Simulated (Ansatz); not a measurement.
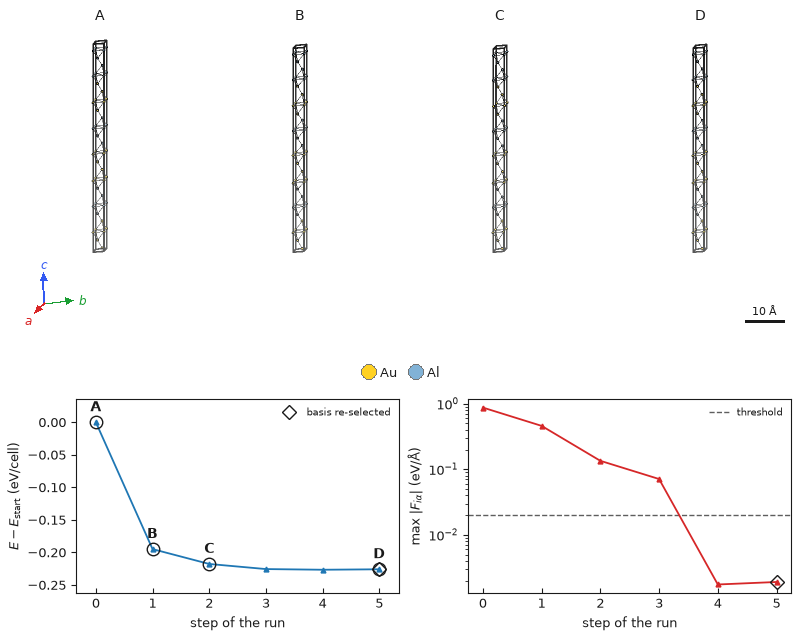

Frames of a relaxation of an interface cell of composition AlAu, marked on the history of the run. Style: ball-and-stick. Shown: the conventional cell (3 times the calculation's cell), slightly off an axis. Lengths and directions refer to the drawn axes.

Case: coherent stack.

These are results of Ansatz 0.2.0, DFT r2SCAN, scalar-relativistic, plane waves, PAW, not measurements.

Input file:
```yaml
crystal:
  lattice:
    - [2.9162060727, 0.0, 0.0]
    - [-1.4581030364, 2.5255085417, 0.0]
    - [11.6640008109, 6.734214008, 18.5479456259]
  atoms:
    - { symbol: Au, position: [0.5229052784, 0.2614526392, 0.0269571633] }
    - { symbol: Au, position: [0.5049594297, 0.2524797149, 0.1553310726] }
    - { symbol: Au, position: [0.487013581, 0.2435067905, 0.2837049818] }
    - { symbol: Au, position: [0.4690677323, 0.2345338662, 0.412078891] }
    - { symbol: Al, position: [0.4690677323, 0.2345338662, 0.537078891] }
    - { symbol: Al, position: [0.487013581, 0.2435067905, 0.6587049818] }
    - { symbol: Al, position: [0.5049594297, 0.2524797149, 0.7803310726] }
    - { symbol: Al, position: [0.5229052784, 0.2614526392, 0.9019571633] }
basis:
  ecutwfc: 500
kpoints:
  mp_grid: { grid: [12, 12, 2] }
hamiltonian:
  xc: r2scan
scf:
  occupations: { method: gaussian, width: 0.1 }
output:
  forces: true
  stress: true
  eigenvalues: true
  populations: true
  write_density: true
  write_potential: true
  elf: true
  volumetric_format: npy
relax:
  adjacent_minimum: "off"
  f_tol: 0.02
  max_steps: 70
  cell: { fix: [a, b, gamma], stress_tol: 0.15 }
```

Run as
```bash
ansatz run input.yaml --threads 2 --pin off --max-ram 5120MiB --backend cpu --events-out ev --progress --plain --runs-dir out
```

> Describe the path.

The energy falls by 0.226 eV per cell of the calculation in 4 accepted moves (5 points after the start). The largest force component goes from 0.87 to 0.0019 eV/Å. Pressure: −2.31 GPa at the start and 0.13 GPa at the end. At 1 point the geometry stayed and the basis and grid were re-selected for the new cell (energy shift of 0.7 meV per cell of the calculation at most each time). The largest moves relative to the cell, 0.16 Å, are those of Au1 and Au4. Au4 goes along [0 −1 1]. Largest moves by element: Au 0.16 Å, Al 0.05 Å. The volume changes by −1.9 %, with a = b unchanged at 2.916 Å, c 55.644 → 54.561 Å (−1.9 %). Some distances before and after: Au1–Al8 2.865 → 2.662 Å, Au1–Au2 2.916 → 2.968 Å, Au2–Au3 2.916 → 2.957 Å, Al5–Al6 2.815 → 2.806 Å. From step 0 to 1: Au atoms move most (0.20 Å), volume −2.0 %, energy −0.195 eV per cell of the calculation. From step 1 to 2: Au atoms move most (0.07 Å), volume −0.3 %, energy −22.9 meV per cell of the calculation. From step 2 to 5: Au atoms move most (0.06 Å), volume +0.4 %, energy −8.2 meV per cell of the calculation.
